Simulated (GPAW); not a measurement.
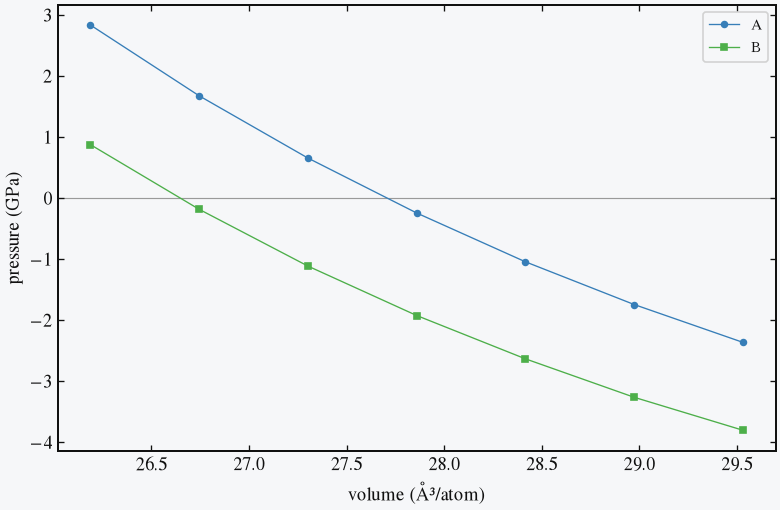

Plotted: pressure against volume, with one curve for each functional, for CuI (space group F-43m). The labels are replaced by letters. In alphabetical order the cases are: PBEsol; r2SCAN.

Method: PAW DFT in plane waves, on a grid or in atomic orbitals, no spin polarisation; energies at scaled volumes of the given cell, shape and fractions fixed, counted from the fit's minimum, third-order Birch-Murnaghan fit (GPAW 26.7.0). All runs: no spin polarisation.

| setting | value |
| --- | --- |
| k mesh | 8×8×8 |
| occupations | Fermi–Dirac |
| smearing width | 0.05 eV |
| wave cutoff | 600 eV |

> Which letter stands for which functional?

A: r2SCAN; B: PBEsol.

Limits of the calculation: the fit and the printed pressures don't fully agree, or the minimum lies near the end of the range (r2SCAN).
